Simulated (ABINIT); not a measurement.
# TiB2: band-structure run (part 4 of 4)

Continued. System: TiB2 (P6/mmm, 3 atoms in the cell). Method: Kohn-Sham DFT of a periodic cell, WC, JTH PAW PBE v2.0, no spin polarisation (ABINIT 10.8.3); cutoff 408.17 eV, 10×10×8 k-mesh, fermi-dirac of 0.05 eV. The structure derives from an entry of the Crystallography Open Database.

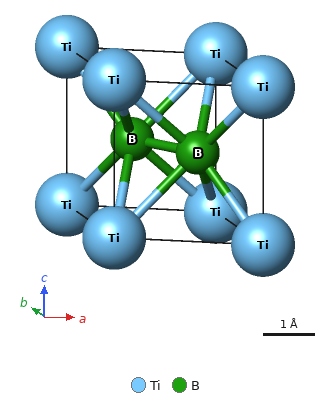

Fig. 1: The structure (ball-and-stick view of the cell of the calculation, seen slightly off an axis).

## Output, continued
```
 cartesian coordinates (angstrom) at end:
    1      0.00000000000000     0.00000000000000     0.00000000000000
    2      1.51460000000000     0.87445471773032     1.61420000000000
    3     -0.00000000000000     1.74890943546064     1.61420000000000
 length scales=  5.724358380600  5.724358380600  6.100791824881 bohr
              =  3.029200000000  3.029200000000  3.228400000000 angstroms
 Eigenvalues (   eV  ) for nkpt=  56  k points:
 kpt#   1, nband= 17, wtk=  1.00000, kpt=  0.0000  0.0000  0.0000 (reduced coord)
 -46.82959  -23.29189  -22.98043  -22.98043   -3.58546    7.29015    7.29015    7.59450
   7.75417   11.78019   11.78019   13.55013   13.55013   15.68713   15.68713   16.86127
  18.99693
 kpt#   2, nband= 17, wtk=  1.00000, kpt=  0.0556  0.0000  0.0000 (reduced coord)
 -46.82792  -23.28978  -22.99321  -22.98332   -3.52556    7.11682    7.28072    7.54348
   7.78520   11.76227   11.88656   13.28670   13.32500   15.94470   16.07778   17.04659
  19.02104
 kpt#   3, nband= 17, wtk=  1.00000, kpt=  0.1111  0.0000  0.0000 (reduced coord)
 -46.82310  -23.28370  -23.02986  -22.99163   -3.34743    6.63266    7.24885    7.41042
   7.87249   11.71113   12.17714   12.76939   12.92508   16.39742   16.97282   17.61552
  18.79940
 kpt#   4, nband= 17, wtk=  1.00000, kpt=  0.1667  0.0000  0.0000 (reduced coord)
 -46.81570  -23.27437  -23.08561  -23.00433   -3.05578    5.92858    7.18712    7.23788
   7.97875   11.63402   12.29538   12.58065   12.60094   16.75757   18.11364   18.13335
  18.49250
 kpt#   5, nband= 17, wtk=  1.00000, kpt=  0.2222  0.0000  0.0000 (reduced coord)
 -46.80660  -23.26290  -23.15335  -23.01987   -2.65742    5.09507    7.06460    7.09289
   8.04194   11.54142   12.01667   12.41875   13.00100   17.00614   17.51633   19.11903
  19.42363
 kpt#   6, nband= 17, wtk=  1.00000, kpt=  0.2778  0.0000  0.0000 (reduced coord)
 -46.79691  -23.25068  -23.22466  -23.03636   -2.16096    4.19720    6.91499    6.97463
   8.01179   11.44515   12.00778   12.37287   13.32254   17.10197   17.16994   19.05330
  20.64029
 kpt#   7, nband= 17, wtk=  1.00000, kpt=  0.3333  0.0000  0.0000 (reduced coord)
 -46.78778  -23.29097  -23.23920  -23.05180   -1.57553    3.27751    6.80023    6.85110
   7.89704   11.35670   12.24646   12.42392   13.45113   16.98389   17.27199   18.83894
  21.61404
 kpt#   8, nband= 17, wtk=  1.00000, kpt=  0.3889  0.0000  0.0000 (reduced coord)
 -46.78032  -23.34455  -23.22981  -23.06435   -0.91088    2.36423    6.72237    6.74422
   7.75641   11.28597   12.51771   12.62070   13.40968   17.10667   17.32821   18.52781
  22.38025
 kpt#   9, nband= 17, wtk=  1.00000, kpt=  0.4444  0.0000  0.0000 (reduced coord)
 -46.77545  -23.37929  -23.22368  -23.07252   -0.17694    1.47806    6.67235    6.67847
   7.64874   11.24045   12.60063   12.96771   13.31887   17.29069   17.34874   18.23506
  22.84709
 kpt#  10, nband= 17, wtk=  1.00000, kpt=  0.5000  0.0000  0.0000 (reduced coord)
 -46.77375  -23.39131  -23.22155  -23.07536    0.53938    0.71058    6.64708    6.66443
   7.60917   11.22476   12.63316   13.11234   13.27761   17.34996   17.37284   18.11331
  22.99791
 kpt#  11, nband= 17, wtk=  1.00000, kpt=  0.4667  0.0667  0.0000 (reduced coord)
 -46.77316  -23.38556  -23.22080  -23.08685    0.60636    0.74617    6.02956    6.72121
   8.17652   10.81195   12.51968   13.05086   13.74559   17.34656   17.53162   18.33405
  22.85860
 kpt#  12, nband= 17, wtk=  1.00000, kpt=  0.4333  0.1333  0.0000 (reduced coord)
 -46.77154  -23.36871  -23.21878  -23.11908    0.80353    0.85346    5.06492    6.89055
   9.00905   10.05197   12.23367   12.86777   14.65602   17.27007   18.01728   18.95965
  22.48734
 kpt#  13, nband= 17, wtk=  1.00000, kpt=  0.4000  0.2000  0.0000 (reduced coord)
 -46.76943  -23.34194  -23.21614  -23.16586    1.03349    1.11646    4.06265    7.16908
   9.28702    9.84161   11.87841   12.57073   15.61273   17.15010   18.68629   19.84704
  22.04152
 kpt#  14, nband= 17, wtk=  1.00000, kpt=  0.3667  0.2667  0.0000 (reduced coord)
 -46.76755  -23.30706  -23.21827  -23.21379    1.28807    1.50037    3.10783    7.55079
   8.60200   10.64552   11.53566   12.18588   16.41222   16.99873   19.41640   20.41703
  22.08134
 kpt#  15, nband= 17, wtk=  1.00000, kpt=  0.3333  0.3333  0.0000 (reduced coord)
 -46.76675  -23.26636  -23.26636  -23.21279    1.61948    1.61948    2.55049    8.02576
   8.02576   11.25536   11.25536   11.87893   16.83327   16.83327   20.06842   20.06842
  22.81709
 kpt#  16, nband= 17, wtk=  1.00000, kpt=  0.3000  0.3000  0.0000 (reduced coord)
 -46.76777  -23.30104  -23.22239  -23.21407    0.92371    2.02954    2.94337    7.57057
   8.57843   10.99391   11.06604   12.29762   16.67775   16.73534   19.47943   20.45278
  22.03659
 kpt#  17, nband= 17, wtk=  1.00000, kpt=  0.2667  0.2667  0.0000 (reduced coord)
 -46.77114  -23.31541  -23.21830  -23.17768    0.08947    2.51962    3.60628    7.24087
   9.18491   10.45122   10.98332   12.78411   16.22965   16.56399   18.94390   20.43291
  21.11282
 kpt#  18, nband= 17, wtk=  1.00000, kpt=  0.2333  0.2333  0.0000 (reduced coord)
 -46.77701  -23.30591  -23.22567  -23.13455   -0.70108    3.08891    4.34481    7.03523
   9.80973    9.88931   11.01450   13.00435   15.52583   16.53359   18.57317   20.08619
  20.35386
 kpt#  19, nband= 17, wtk=  1.00000, kpt=  0.2000  0.2000  0.0000 (reduced coord)
 -46.78511  -23.27286  -23.23585  -23.09493   -1.41846    3.73307    5.10661    6.94683
   9.35312   10.40421   11.16087   12.93477   14.76343   16.63634   18.34861   19.55845
  19.78608
 kpt#  20, nband= 17, wtk=  1.00000, kpt=  0.1667  0.1667  0.0000 (reduced coord)
 -46.79478  -23.24802  -23.22047  -23.06027   -2.04994    4.44090    5.83935    6.96306
   8.86868   10.91346   11.41890   12.71357   14.01470   16.92011   18.09767   18.93820
  19.43995
 kpt#  21, nband= 17, wtk=  1.00000, kpt=  0.1333  0.1333  0.0000 (reduced coord)
 -46.80502  -23.26091  -23.15631  -23.03149   -2.58490    5.18997    6.47379    7.06452
   8.45563   11.29656   11.78068   12.54065   13.32019   17.40498   17.69357   18.27387
  19.27695
 kpt#  22, nband= 17, wtk=  1.00000, kpt=  0.1000  0.1000  0.0000 (reduced coord)
 -46.81468  -23.27309  -23.09028  -23.00906   -3.01405    5.93854    6.93493    7.22288
   8.13047   11.54717   12.23323   12.57536   12.71090   17.16186   17.59282   18.05189
  18.90942
 kpt#  23, nband= 17, wtk=  1.00000, kpt=  0.0667  0.0667  0.0000 (reduced coord)
 -46.82260  -23.28307  -23.03303  -22.99310   -3.32857    6.61420    7.18764    7.39842
   7.90724   11.69037   12.22141   12.75313   12.86794   16.55647   16.87341   17.73291
  18.74937
 kpt#  24, nband= 17, wtk=  1.00000, kpt=  0.0333  0.0333  0.0000 (reduced coord)
 -46.82779  -23.28961  -22.99418  -22.98358   -3.52078    7.10622    7.27598    7.53957
   7.78861   11.75987   11.89583   13.27474   13.30369   15.97372   16.09326   17.06264
  19.02294
 kpt#  25, nband= 17, wtk=  1.00000, kpt=  0.0000  0.0000  0.0000 (reduced coord)
 -46.82959  -23.29189  -22.98043  -22.98043   -3.58546    7.29015    7.29015    7.59450
   7.75417   11.78019   11.78019   13.55013   13.55013   15.68713   15.68713   16.86127
  18.99693
 kpt#  26, nband= 17, wtk=  1.00000, kpt=  0.0000  0.0000  0.0714 (reduced coord)
 -46.82886  -23.30212  -22.97962  -22.97962   -3.51666    6.76265    7.34403    7.34403
   8.51355   11.60328   11.60328   13.43114   13.43114   15.95371   15.95371   16.83996
  19.22606
 kpt#  27, nband= 17, wtk=  1.00000, kpt=  0.0000  0.0000  0.1429 (reduced coord)
 -46.82678  -23.33072  -22.97735  -22.97735   -3.31550    5.80873    7.50474    7.50474
   9.26880   11.19125   11.19125   13.09283   13.09283   16.62781   16.62781   16.78136
  19.61950
 kpt#  28, nband= 17, wtk=  1.00000, kpt=  0.0000  0.0000  0.2143 (reduced coord)
 -46.82377  -23.37167  -22.97405  -22.97405   -2.99806    4.84589    7.76875    7.76875
   9.95138   10.72290   10.72290   12.58339   12.58339   16.69992   17.50790   17.50790
  19.61188
 kpt#  29, nband= 17, wtk=  1.00000, kpt=  0.0000  0.0000  0.2857 (reduced coord)
 -46.82043  -23.41681  -22.97041  -22.97041   -2.59462    3.92492    8.12903    8.12903
  10.30184   10.30184   10.55684   11.96449   11.96449   16.61271   18.44427   18.44427
  19.64780
 kpt#  30, nband= 17, wtk=  1.00000, kpt=  0.0000  0.0000  0.3571 (reduced coord)
 -46.81742  -23.45715  -22.96712  -22.96712   -2.15894    3.11313    8.57126    8.57126
   9.97804    9.97804   11.05707   11.30030   11.30030   16.53703   19.30551   19.30551
  19.67833
 kpt#  31, nband= 17, wtk=  1.00000, kpt=  0.0000  0.0000  0.4286 (reduced coord)
 -46.81534  -23.48489  -22.96485  -22.96485   -1.78902    2.51553    9.05459    9.05459
   9.77606    9.77606   10.66893   10.66893   11.39795   16.48612   19.69838   19.93752
  19.93752
 kpt#  32, nband= 17, wtk=  1.00000, kpt=  0.0000  0.0000  0.5000 (reduced coord)
 -46.81459  -23.49476  -22.96403  -22.96403   -1.63497    2.28531    9.35826    9.35826
   9.70756    9.70756   10.31345   10.31345   11.52044   16.46822   19.70534   20.17497
  20.17497
 kpt#  33, nband= 17, wtk=  1.00000, kpt=  0.0556  0.0000  0.5000 (reduced coord)
 -46.81294  -23.49189  -22.97627  -22.96674   -1.60653    2.36330    8.61110    8.68691
  10.16986   10.36060   10.37086   10.41640   11.54351   16.59519   19.77778   20.02618
  20.23684
 kpt#  34, nband= 17, wtk=  1.00000, kpt=  0.1111  0.0000  0.5000 (reduced coord)
 -46.80819  -23.48363  -23.01139  -22.97454   -1.52101    2.59322    7.65235    7.92930
   9.79163   10.54010   11.05522   11.27733   11.61097   16.90063   19.39851   20.29450
  20.42968
 kpt#  35, nband= 17, wtk=  1.00000, kpt=  0.1667  0.0000  0.5000 (reduced coord)
 -46.80089  -23.47094  -23.06483  -22.98646   -1.37774    2.96279    6.66317    7.24501
   9.28561   10.81186   11.65887   11.71678   12.10521   17.21132   18.77857   20.77303
  20.90014
 kpt#  36, nband= 17, wtk=  1.00000, kpt=  0.2222  0.0000  0.5000 (reduced coord)
 -46.79193  -23.45534  -23.12982  -23.00104   -1.17650    3.45105    5.68520    6.65039
   8.74375   11.16929   11.85037   12.19367   12.84806   17.34219   18.11218   21.28907
  21.67637
 kpt#  37, nband= 17, wtk=  1.00000, kpt=  0.2778  0.0000  0.5000 (reduced coord)
 -46.78238  -23.43869  -23.19831  -23.01651   -0.91898    4.02723    4.75214    6.15467
   8.22368   11.58579   11.99724   12.68939   13.46372   17.17608   17.43839   21.98402
  22.57093
 kpt#  38, nband= 17, wtk=  1.00000, kpt=  0.3333  0.0000  0.5000 (reduced coord)
 -46.77338  -23.42300  -23.26205  -23.03100   -0.61176    3.89593    4.64933    5.76412
   7.75397   12.02153   12.13998   13.17089   13.92977   16.74628   16.77784   22.71410
  22.90792
 kpt#  39, nband= 17, wtk=  1.00000, kpt=  0.3889  0.0000  0.5000 (reduced coord)
 -46.76604  -23.41019  -23.31360  -23.04279   -0.27563    3.15530    5.26215    5.48255
   7.34106   12.25993   12.41943   13.65066   14.24631   16.14949   16.22272   21.95319
  23.09809
 kpt#  40, nband= 17, wtk=  1.00000, kpt=  0.4444  0.0000  0.5000 (reduced coord)
 -46.76124  -23.40179  -23.34703  -23.05046    0.02971    2.60252    5.31257    5.79174
   6.98393   12.34005   12.70671   14.11120   14.42681   15.59189   15.80620   21.45087
  23.06024
 kpt#  41, nband= 17, wtk=  1.00000, kpt=  0.5000  0.0000  0.5000 (reduced coord)
 -46.75957  -23.39889  -23.35861  -23.05313    0.16757    2.38100    5.25575    6.06054
   6.78387   12.36822   12.81279   14.37589   14.48514   15.29352   15.64824   21.27316
  23.05381
 kpt#  42, nband= 17, wtk=  1.00000, kpt=  0.4667  0.0667  0.5000 (reduced coord)
 -46.75898  -23.39787  -23.35302  -23.06419    0.21518    2.35605    5.14048    6.12248
   6.77195   12.37129   12.88424   14.27101   14.37019   15.61694   15.80954   20.30156
  24.16840
 kpt#  43, nband= 17, wtk=  1.00000, kpt=  0.4333  0.1333  0.5000 (reduced coord)
 -46.75739  -23.39512  -23.33664  -23.09525    0.35777    2.26940    4.85029    6.29132
   6.74267   12.37878   13.09369   14.06647   14.35122   15.51498   16.87222   18.93896
  23.42188
 kpt#  44, nband= 17, wtk=  1.00000, kpt=  0.4000  0.2000  0.5000 (reduced coord)
 -46.75531  -23.39151  -23.31064  -23.14036    0.59486    2.08818    4.51770    6.51462
   6.71306   12.38685   13.42825   13.99999   14.31350   15.30871   17.79187   18.24247
  22.60700
 kpt#  45, nband= 17, wtk=  1.00000, kpt=  0.3667  0.2667  0.5000 (reduced coord)
 -46.75347  -23.38830  -23.27682  -23.19092    0.92621    1.77872    4.27734    6.70286
   6.70565   12.39286   13.87049   14.03842   14.24819   14.93333   17.05614   19.81750
  21.86724
 kpt#  46, nband= 17, wtk=  1.00000, kpt=  0.3333  0.3333  0.5000 (reduced coord)
 -46.75268  -23.38692  -23.23741  -23.23741    1.35051    1.35051    4.19605    6.74351
   6.74351   12.39594   14.14422   14.14422   14.40061   14.40061   16.82145   21.22965
  21.22981
 kpt#  47, nband= 17, wtk=  1.00000, kpt=  0.3000  0.3000  0.5000 (reduced coord)
 -46.75369  -23.38868  -23.27099  -23.19493    0.85987    1.86629    4.26926    6.55009
   6.84691   12.38667   13.84008   13.99016   14.27852   14.99598   17.03210   20.59864
  20.71631
 kpt#  48, nband= 17, wtk=  1.00000, kpt=  0.2667  0.2667  0.5000 (reduced coord)
 -46.75700  -23.39445  -23.28501  -23.15185    0.36512    2.47149    4.47279    6.11828
   7.03146   12.33906   13.31313   13.77761   14.38679   15.62782   17.63997   19.62668
  20.33403
 kpt#  49, nband= 17, wtk=  1.00000, kpt=  0.2333  0.2333  0.5000 (reduced coord)
 -46.76278  -23.40452  -23.27606  -23.11044   -0.09697    3.16253    4.78986    5.51857
   7.30691   12.22690   12.81550   13.50309   14.38250   16.25465   18.60162   18.86955
  20.07777
 kpt#  50, nband= 17, wtk=  1.00000, kpt=  0.2000  0.2000  0.5000 (reduced coord)
 -46.77075  -23.41843  -23.24442  -23.07254   -0.50633    3.93444    4.84174    5.21220
   7.67615   12.01591   12.37673   13.16758   14.15905   16.81395   18.44753   19.84440
  19.93157
 kpt#  51, nband= 17, wtk=  1.00000, kpt=  0.1667  0.1667  0.5000 (reduced coord)
 -46.78028  -23.43504  -23.19417  -23.03951   -0.85433    4.16380    4.77959    5.73424
   8.13328   11.64855   12.08615   12.77184   13.67156   17.21700   18.39378   19.87022
  21.28401
 kpt#  52, nband= 17, wtk=  1.00000, kpt=  0.1333  0.1333  0.5000 (reduced coord)
 -46.79037  -23.45263  -23.13262  -23.01219   -1.13797    3.54121    5.68726    6.34996
   8.66055   11.22543   11.89065   12.31131   12.98197   17.37097   18.62764   19.86507
  22.79745
 kpt#  53, nband= 17, wtk=  1.00000, kpt=  0.1000  0.1000  0.5000 (reduced coord)
 -46.79989  -23.46920  -23.06928  -22.99097   -1.35676    3.01546    6.64140    7.05041
   9.22231   10.84816   11.73554   11.77306   12.17795   17.24463   19.03695   19.88525
  21.60594
 kpt#  54, nband= 17, wtk=  1.00000, kpt=  0.0667  0.0667  0.5000 (reduced coord)
 -46.80770  -23.48277  -23.01442  -22.97594   -1.51183    2.61746    7.61867    7.82231
   9.75519   10.55756   11.13941   11.31789   11.61854   16.92766   19.52474   19.89062
  20.72646
 kpt#  55, nband= 17, wtk=  1.00000, kpt=  0.0333  0.0333  0.5000 (reduced coord)
 -46.81281  -23.49166  -22.97720  -22.96700   -1.60427    2.36951    8.58459    8.64557
  10.15882   10.37541   10.40139   10.43900   11.54536   16.60476   19.80313   19.97313
  20.26462
 kpt#  56, nband= 17, wtk=  1.00000, kpt=  0.0000  0.0000  0.5000 (reduced coord)
 -46.81459  -23.49476  -22.96403  -22.96403   -1.63497    2.28531    9.35826    9.35826
   9.70756    9.70756   10.31345   10.31345   11.52044   16.46822   19.70534   20.17497
  20.17497

== END DATASET(S) ==============================================================
================================================================================

 -outvars: echo values of variables after computation  --------
            acell      5.7243583806E+00  5.7243583806E+00  6.1007918249E+00 Bohr
           etotal1    -6.4480560549E+01
            fcart1    -0.0000000000E+00 -0.0000000000E+00 -0.0000000000E+00
                      -2.3519188039E-29  1.3578809545E-29 -0.0000000000E+00
                       2.3519188039E-29 -1.3578809545E-29 -0.0000000000E+00
            rprim      1.0000000000E+00  0.0000000000E+00  0.0000000000E+00
                      -5.0000000000E-01  8.6602540380E-01  0.0000000000E+00
                       0.0000000000E+00  0.0000000000E+00  1.0000000000E+00
           strten1     1.1743738258E-04  1.1743738184E-04  1.6325682468E-04
                       0.0000000000E+00  0.0000000000E+00  0.0000000000E+00
           xangst      0.0000000000E+00  0.0000000000E+00  0.0000000000E+00
                       1.5146000000E+00  8.7445471773E-01  1.6142000000E+00
                      -3.9857384438E-17  1.7489094355E+00  1.6142000000E+00
             xred      0.0000000000E+00  0.0000000000E+00  0.0000000000E+00
                       6.6666666667E-01  3.3333333333E-01  5.0000000000E-01
                       3.3333333333E-01  6.6666666667E-01  5.0000000000E-01
 Calculation completed.
```

This output came from the following input.

## Input file
```
ndtset 2

pp_dirpath "./"
pseudos "Ti.GGA_PBE-JTH.xml, B.GGA_PBE-JTH.xml"

acell 3.0292 3.0292 3.2284 Angstrom
rprim
     1.0000000000     0.0000000000     0.0000000000
    -0.5000000000     0.8660254038     0.0000000000
     0.0000000000     0.0000000000     1.0000000000
ntypat 2
znucl 22 5
natom 3
typat 1 2 2
xred
     0.0000000000     0.0000000000     0.0000000000
     0.6666666667     0.3333333333     0.5000000000
     0.3333333333     0.6666666667     0.5000000000

ecut 15.0
pawecutdg 30.0

ixc 23

occopt 3
tsmear 0.05 eV

nstep 100

iomode 3
prtwf 0
prteig 0
prtebands 0
enunit 1
prtden1 1

kptopt1 1
ngkpt1 10 10 8
nshiftk1 1
shiftk1 0.0 0.0 0.0
nband1 13
tolvrs1 1.0e-9

iscf2 -2
getden2 1
nband2 17
nbdbuf2 2
tolwfr2 1.0e-12
kptopt2 -7
ndivsm2 5
prteig2 1
prtvol2 -3
kptbounds2
     0.0000000000     0.0000000000     0.0000000000
     0.5000000000     0.0000000000     0.0000000000
     0.3333333333     0.3333333333     0.0000000000
     0.0000000000     0.0000000000     0.0000000000
     0.0000000000     0.0000000000     0.5000000000
     0.5000000000     0.0000000000     0.5000000000
     0.3333333333     0.3333333333     0.5000000000
     0.0000000000     0.0000000000     0.5000000000
```

Launched with:
```bash
abinit run.abi > log 2>&1
```

## Key numbers

```json
{"quantity": "outcome", "value": "converged"}
{"quantity": "space group (tolerance 0.01 Å)", "value": "P6/mmm (191)"}
{"quantity": "electrons treated", "value": "18"}
{"quantity": "free energy", "value": "−1754.6054 eV"}
{"quantity": "Fermi energy", "value": "9.823 eV"}
{"quantity": "gap on the k-point mesh", "value": "none (metallic)"}
{"quantity": "pressure", "value": "−3.90 GPa"}
{"quantity": "largest force (length of the vector)", "value": "under 0.001 eV/Å"}
{"quantity": "hardware", "value": "1 thread of Arm Neoverse V1, 24 GiB of memory available, shared host"}
{"quantity": "wall time", "value": "24 s"}
{"quantity": "peak memory", "value": "0.12 GiB"}
```
